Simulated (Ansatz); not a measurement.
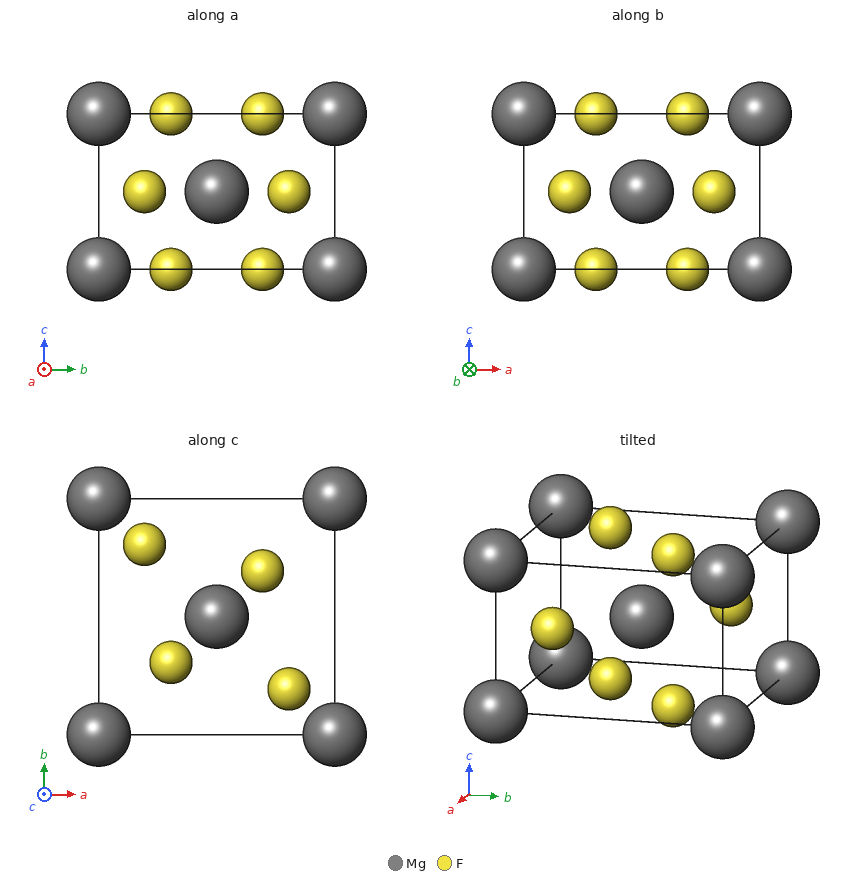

Spheres-only representation of a periodic structure, projected along the a axis, along the b axis, along the c axis and slightly off an axis. The conventional unit cell is drawn as a box.

Lattice parameters: a = 4.807 Å, b = 4.807 Å, c = 3.168 Å, α = 90.00°, β = 90.00°, γ = 90.00°. Put a along x and b in the xy plane.

Question: Write down what is shown as a POSCAR file, with free fractional coordinates to two decimals.

Answer:
```
Mg F
1.0
     4.807    0.000    0.000
     0.000    4.807    0.000
     0.000    0.000    3.168
Mg F
2 4
Direct
  0.00 0.00 0.00
  0.50 0.50 0.50
  0.31 0.31 0.00
  0.19 0.81 0.50
  0.81 0.19 0.50
  0.69 0.69 0.00
```

Origin of the cell: a structure type filled with these elements by a generator (whether the compound takes this form wasn't checked). The cell was then strained or its atoms displaced on purpose. An electronic-structure calculation with Ansatz was run on it.

At this level of theory the run's own cell isn't at rest (stretched, at -9 GPa), so its distances can differ from those at equilibrium, the more so the softer the solid.
